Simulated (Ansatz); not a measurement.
# AlCo₃: what the fields show

Input

```
crystal:
  lattice:
    - [5.0743622598, 0.0, 0.0]
    - [-2.5371811299, 4.394526625, 0.0]
    - [0.0, 0.0, 4.08565]
  atoms:
    - { symbol: Al, position: [0.66666667, 0.33333333, 0.25] }
    - { symbol: Al, position: [0.33333333, 0.66666667, 0.75] }
    - { symbol: Co, position: [0.164874, 0.329748, 0.25], spin: 1.42 }
    - { symbol: Co, position: [0.670252, 0.835126, 0.25], spin: 1.42 }
    - { symbol: Co, position: [0.164874, 0.835126, 0.25], spin: 1.42 }
    - { symbol: Co, position: [0.835126, 0.670252, 0.75], spin: 1.42 }
    - { symbol: Co, position: [0.329748, 0.164874, 0.75], spin: 1.42 }
    - { symbol: Co, position: [0.835126, 0.164874, 0.75], spin: 1.42 }
basis:
  ecutwfc: 420
kpoints:
  mp_grid: { grid: [12, 12, 10] }
hamiltonian:
  xc: pbesol
scf:
  occupations: { method: gaussian, width: 0.1 }
output:
  forces: true
  stress: true
  eigenvalues: true
  populations: true
  write_density: true
  write_potential: true
  elf: true
  volumetric_format: npy
magnetization:
  spin_polarized: true
relax:
  adjacent_minimum: "off"
  f_tol: 0.01
  max_steps: 40
```

Run with:

```sh
ansatz run input.yaml --threads 2 --pin off --max-ram 5120MiB --backend cpu --events-out ev --progress --plain --runs-dir out
```

Below, planes, directions and counts refer to the conventional cell (a = 5.07 Å, b = 5.07 Å, c = 4.09 Å, α = 90.00°, β = 90.00°, γ = 120.00°).

The fields are those of the run's last geometry, not of the input's.

Space group P6₃/mmc; a structure from a database of computed crystals, not necessarily the ambient phase; computed pressure about −8 GPa in this cell; spin-polarised.

Method: DFT PBEsol, scalar-relativistic, plane waves, PAW in Ansatz.

The density is the valence pseudo-density of a PAW calculation; it isn't the true density close to the nuclei.

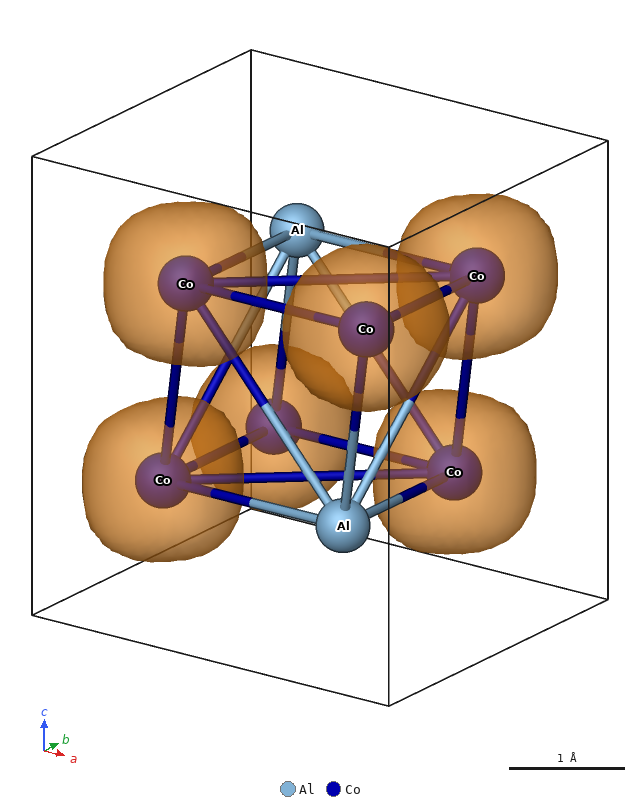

Figure 1. Isosurface of the spin density (up minus down) at +0.15 e/Å³ (orange), seen slightly off an axis. Sticks mark near contacts.

### Which atoms carry the moments, and with what signs?

The spin density sits on Co: +1.3 μB (×6) in one cell of 8 atoms, with smaller moments on Al (up to −0.06 μB): parallel main moments (a ferromagnetic arrangement) in this solution. The cell of the calculation (8 atoms) carries 7.6 μB of net spin moment.

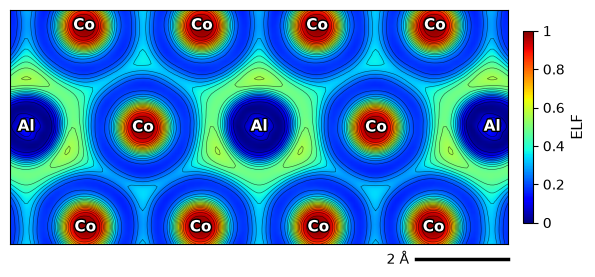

Figure 2. Electron localisation function on the (001) plane of the conventional cell.

### Read the bonding off the picture.

Atoms in the plane: Al and Co.
Co–Co (2.51 Å): the ELF is about 0.30 at the midpoint; no shared electron pair shows on this line.
Al–Co (2.54 Å): the ELF is about 0.40 at the midpoint.
Co–Co (2.56 Å): the ELF is about 0.30 at the midpoint.
The features right at Co lie inside the PAW spheres, where the map follows smoothed inner orbitals and isn't to be read closely.

### Does the calculation give a band gap?

It is metallic or semimetallic at this level of theory: no gap opens.
